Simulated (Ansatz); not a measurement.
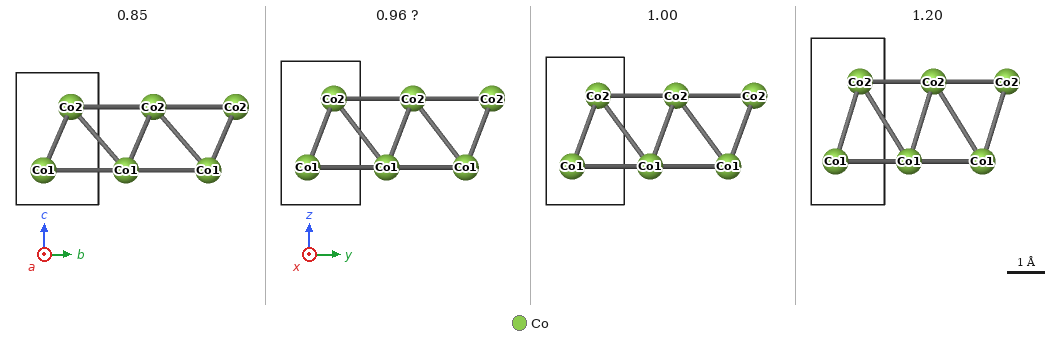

Energy scan for solid Co (P-3m1), in which the ratio of the cell's length along z to its lengths across, counted as 1 for the reference, is changed at fixed volume (a c/a path), with the atoms kept at their fractional coordinates. x, y and z are the Cartesian axes of the input. A ball-and-stick model of the cell of the calculation, repeated 4 × 3 × 1 with one cell outlined, seen along the a axis.

These are results of DFT PBEsol, scalar-relativistic, plane waves, PAW in Ansatz, not measurements. Set-up: plane-wave cutoff 420 eV; k-point mesh 24 × 24 × 14; occupations gaussian; smearing width 0.15 eV; collinear spin. Energies (free energies at the smearing named) are counted from the cell as listed in its source, which wasn't relaxed.

```json
{"axial ratio over its reference value": "0.85", "E − E(ref) (meV/atom)": "142.7"}
{"axial ratio over its reference value": "0.92", "E − E(ref) (meV/atom)": "37.0"}
{"axial ratio over its reference value": "0.96", "E − E(ref) (meV/atom)": "?"}
{"axial ratio over its reference value": "1.00", "E − E(ref) (meV/atom)": "0.0"}
{"axial ratio over its reference value": "1.05", "E − E(ref) (meV/atom)": "19.7"}
{"axial ratio over its reference value": "1.10", "E − E(ref) (meV/atom)": "67.1"}
{"axial ratio over its reference value": "1.20", "E − E(ref) (meV/atom)": "228.2"}
```

Q: Estimate the missing energy from the other rows, and compare with the calculation.

A: A straight line between the two neighbours gives 18.5 meV/atom. A cubic through the four nearest rows (0.85, 0.92, 1.00, 1.05) gives, with Lagrange weights, (−0.0686)(142.7) + (0.5440)(37.0) + (0.6600)(0.0) + (−0.1354)(19.7) = 7.7 meV/atom. The calculation gives 7.3 meV/atom, so the cubic is 0.4 meV/atom too high and the straight line 11.2 meV/atom too high, as the curve bends upwards here.

The whole profile:

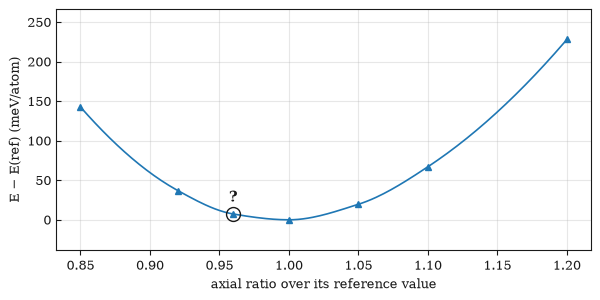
